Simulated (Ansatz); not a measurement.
```yaml
crystal:
  lattice:
    - [6.69947, 0.00000, 0.00000]
    - [0.00000, 9.47448, -0.00036]
    - [0.00000, 2.36848, 3.90097]
  atoms:
    - { symbol: V, position: [0.16668, 0.25000, 0.00000] }
    - { symbol: V, position: [0.16668, 0.75000, 0.00000] }
    - { symbol: V, position: [0.83426, 0.25000, 0.50000] }
    - { symbol: V, position: [0.83426, 0.75000, 0.50000] }
    - { symbol: V, position: [0.49906, 0.50000, 0.50000] }
    - { symbol: V, position: [0.49906, 0.00000, 0.50000] }
    - { symbol: Si, position: [0.49906, 0.16196, 0.83823] }
    - { symbol: Si, position: [0.49906, 0.66196, 0.83823] }
    - { symbol: Si, position: [0.83428, 0.08107, 0.16176] }
    - { symbol: Si, position: [0.83428, 0.58107, 0.16176] }
    - { symbol: Si, position: [0.16666, 0.08229, 0.67078] }
    - { symbol: Si, position: [0.16666, 0.58229, 0.67078] }
    - { symbol: Si, position: [0.49906, 0.33804, 0.16177] }
    - { symbol: Si, position: [0.49906, 0.83804, 0.16177] }
    - { symbol: Si, position: [0.83428, 0.41893, 0.83824] }
    - { symbol: Si, position: [0.83428, 0.91893, 0.83824] }
    - { symbol: Si, position: [0.16666, 0.41771, 0.32922] }
    - { symbol: Si, position: [0.16666, 0.91771, 0.32922] }
```

Space group C222; a structure from a database of computed crystals, not necessarily the ambient phase; computed pressure about −11 GPa in this cell; computed without spin polarisation.

Theory: DFT PBE, scalar-relativistic, plane waves, PAW (Ansatz).

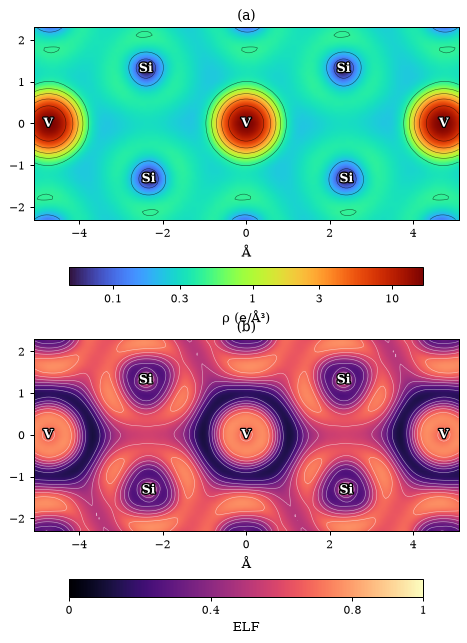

VSi2. (a) valence electron density; (b) electron localisation function on the (100) plane of the calculation cell.

In a PAW calculation such maps are meaningful between the atoms, not at the nuclei.

### What does the map show?

- Atoms in the plane: V and Si.
- Si–Si (2.64 Å): ρ is about 0.31 e/Å³ halfway; the ELF peaks at about 0.65 between the atoms.
- V–Si (2.68 Å): ρ at the midpoint is about 0.3 e/Å³; the ELF peaks at about 0.75 in the valence shell of Si, 0.9 Å from its nucleus, and is about 0.45 at the midpoint.
- V–Si (2.74 Å): the density is about 0.27 e/Å³ at the midpoint; the ELF peaks at about 0.75 in the valence shell of Si, 1.0 Å from its nucleus, and is about 0.45 at the midpoint.
- Between the atoms the lowest density in this plane is 0.23 e/Å³.
- The features right at V lie inside the PAW spheres, where the map follows smoothed inner orbitals and isn't to be read closely.

### Does the calculation give a band gap?

It is gapless in this calculation (a metal or semimetal).
